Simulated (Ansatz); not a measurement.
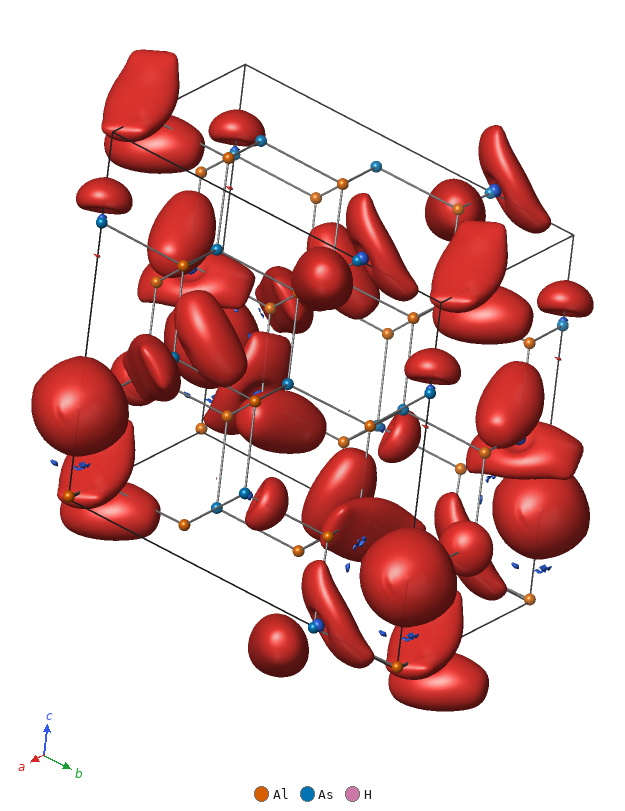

The picture shows: Al₁₆As₁₆H (cell with a defect). Isosurfaces of the spin density at +0.003 (red) and −0.003 e/Å³ (blue), seen slightly off an axis. Sticks mark near contacts.

Spin-polarised.

All numbers below come from DFT PBE, scalar-relativistic, plane waves, PAW (Ansatz 0.2.0).

In a PAW calculation such maps are meaningful between the atoms, not at the nuclei.

```yaml
crystal:
  lattice:
    - [-5.72791, 5.72791, -5.72791]
    - [-5.72791, -5.72791, 5.72791]
    - [5.72791, 5.72791, 5.72791]
  atoms:
    - { symbol: Al, position: [0.75074, 0.75074, 0.50230] }
    - { symbol: Al, position: [0.50156, 0.00000, 0.49926] }
    - { symbol: Al, position: [0.49844, 0.74770, 0.74844] }
    - { symbol: Al, position: [0.24260, 0.24260, 0.49260] }
    - { symbol: Al, position: [0.24926, 0.00000, 0.75156] }
    - { symbol: Al, position: [0.25230, 0.75074, 0.00074] }
    - { symbol: Al, position: [0.00000, 0.50156, 0.49926] }
    - { symbol: Al, position: [0.00000, 0.24926, 0.75156] }
    - { symbol: Al, position: [0.00000, 0.00000, 0.00740] }
    - { symbol: Al, position: [0.00000, 0.75740, 0.25000] }
    - { symbol: Al, position: [0.74770, 0.49844, 0.74844] }
    - { symbol: Al, position: [0.75074, 0.25230, 0.00074] }
    - { symbol: Al, position: [0.75740, 0.00000, 0.25000] }
    - { symbol: Al, position: [0.49844, 0.49844, 0.99770] }
    - { symbol: Al, position: [0.50156, 0.24926, 0.25000] }
    - { symbol: Al, position: [0.24926, 0.50156, 0.25000] }
    - { symbol: As, position: [0.00000, 0.00000, 0.75374] }
    - { symbol: As, position: [0.75000, 0.25000, 0.75000] }
    - { symbol: As, position: [0.74725, 0.00000, 0.99725] }
    - { symbol: As, position: [0.49626, 0.49626, 0.74626] }
    - { symbol: As, position: [0.50000, 0.25000, 0.00000] }
    - { symbol: As, position: [0.50374, 0.00000, 0.25000] }
    - { symbol: As, position: [0.25000, 0.75000, 0.75000] }
    - { symbol: As, position: [0.25000, 0.50000, 0.00000] }
    - { symbol: As, position: [0.25275, 0.25275, 0.25000] }
    - { symbol: As, position: [0.25275, 0.00000, 0.50275] }
    - { symbol: As, position: [0.00000, 0.74725, 0.99725] }
    - { symbol: As, position: [0.00000, 0.50374, 0.25000] }
    - { symbol: As, position: [0.00000, 0.25275, 0.50275] }
    - { symbol: As, position: [0.74725, 0.74725, 0.25000] }
    - { symbol: As, position: [0.75000, 0.50000, 0.50000] }
    - { symbol: As, position: [0.50000, 0.75000, 0.50000] }
    - { symbol: H, position: [0.00000, 0.00000, 0.25000] }
```

**Where is the spin, and how is it ordered?**

The spin density sits on H: +0.4 μB in one cell of 33 atoms: with much of the spin spread outside that site. The cell of the calculation (33 atoms) carries 1.0 μB of net spin moment.
